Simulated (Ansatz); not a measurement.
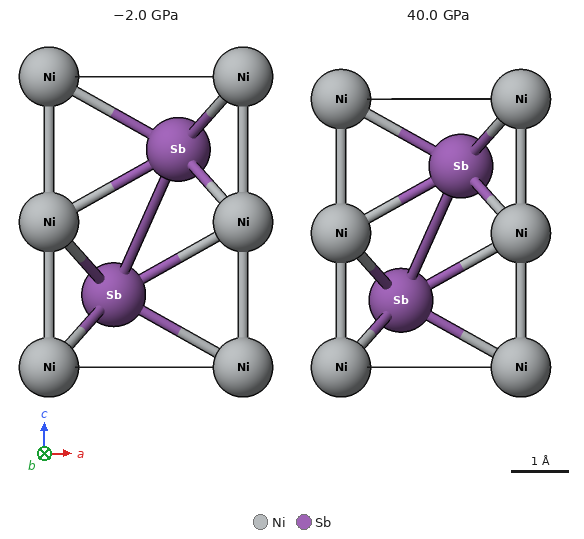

Crystalline NiSb (set up in P6_3/mmc), relaxed (cell and atoms) at several target pressures. The picture shows the first and the last member. Style: ball-and-stick. Shown: the cell of the calculation, along the b axis.

Computed with Ansatz 0.2.0: DFT PBE, scalar-relativistic, plane waves, PAW. Settings: plane-wave cutoff 420 eV; k-point mesh 12 × 12 × 8 at −2.0 to 20.0, 12 × 12 × 10 at 40.0 GPa; occupations gaussian; smearing width 0.1 eV; no spin polarisation; cell and atoms relaxed; force threshold 0.008 eV/Å.

```csv
pressure (GPa),volume (Å³/atom),a (Å),c (Å)
−2.0,17.987,4.001,5.190
0.0,17.650,3.976,5.157
2.0,?,?,?
5.0,16.955,3.924,5.087
10.0,16.389,3.879,5.030
20.0,15.507,3.809,4.938
40.0,14.277,3.710,4.791
```

**Fill in the missing row.**

Murnaghan's form V = V₀(1 + B′P/B₀)^(−1/B′), with V₀ = 17.650 Å³ from the row at zero pressure, fits the other rows with B₀ = 114 GPa and B′ = 4.43 (largest miss 0.012 Å³). At 2.0 GPa it gives 17.650 × (1 + 4.43 × 2.0/114)^(−1/4.43) = 17.354 Å³ per atom. The calculation gives 17.357 Å³/atom (a = 3.954 Å, c = 5.127 Å). The estimate is 0.003 Å³/atom too low. From the first member to the last: Sb–Sb 3.474 → 3.213 Å, Ni–Ni 2.595 → 2.396 Å, Ni–Sb 2.649 → 2.454 Å.

The whole series:

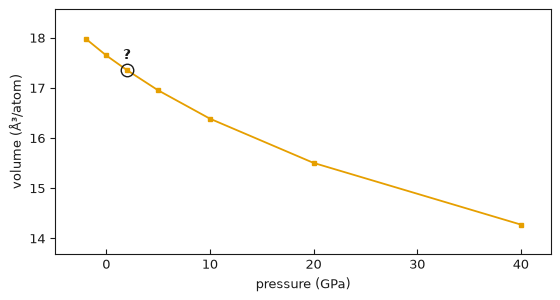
